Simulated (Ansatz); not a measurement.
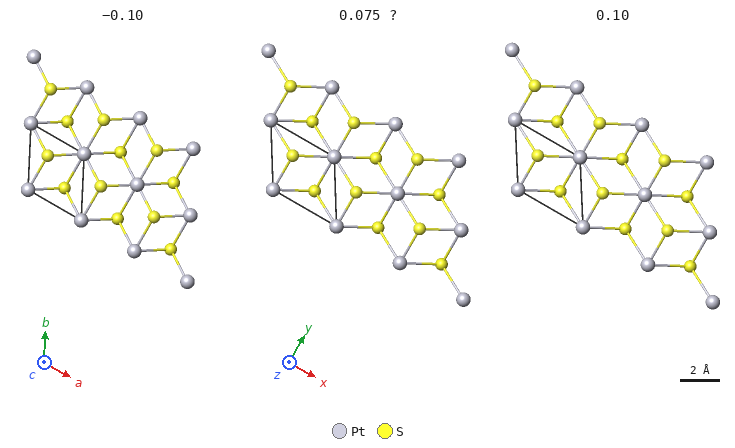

A scan of a crystal of PtS2 (P-3m1): the cell is strained along x alone, with the atoms kept at their fractional coordinates. x, y and z are the Cartesian axes of the input. The picture is a ball-and-stick view of the cell of the calculation, repeated 3 × 2 × 2 with one cell outlined, seen along the c axis.

Theory: Ansatz 0.2.0, DFT PBE, scalar-relativistic, plane waves, PAW. (plane-wave cutoff 420 eV; k-point mesh 12 × 12 × 8; occupations gaussian; smearing width 0.05 eV; no spin polarisation). Energies (free energies at the smearing named) are counted from the cell as listed in its source, which wasn't relaxed.

| strain | ΔE (meV/atom) |
| --- | --- |
| −0.1000 | 233.7 |
| −0.0750 | 132.9 |
| −0.0500 | 63.0 |
| −0.0250 | 19.9 |
| 0.0000 | 0.0 |
| 0.0250 | 0.0 |
| 0.0500 | 16.8 |
| 0.0750 | ? |
| 0.0875 | 68.0 |
| 0.1000 | 90.7 |

Question: One row is withheld. What is its energy?

Answer: A straight line between the two neighbours gives 50.9 meV/atom. A cubic through the four nearest rows (0.0250, 0.0500, 0.0875, 0.1000) gives, with Lagrange weights, (−0.0667)(0.0) + (0.3333)(16.8) + (1.0667)(68.0) + (−0.3333)(90.7) = 47.9 meV/atom. The calculation gives 47.9 meV/atom, so the cubic is right to the digits shown and the straight line 3.0 meV/atom too high, as the curve bends upwards here.

The whole profile:

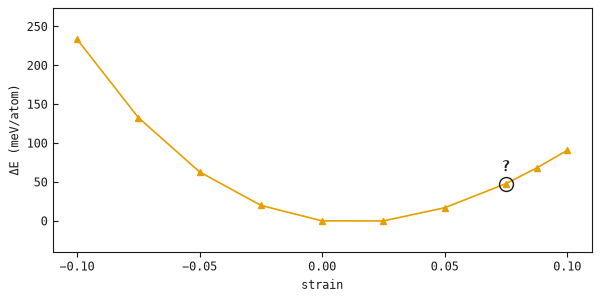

Limits of the set-up: layers or molecules are held without a dispersion correction, so their spacing is unreliable.
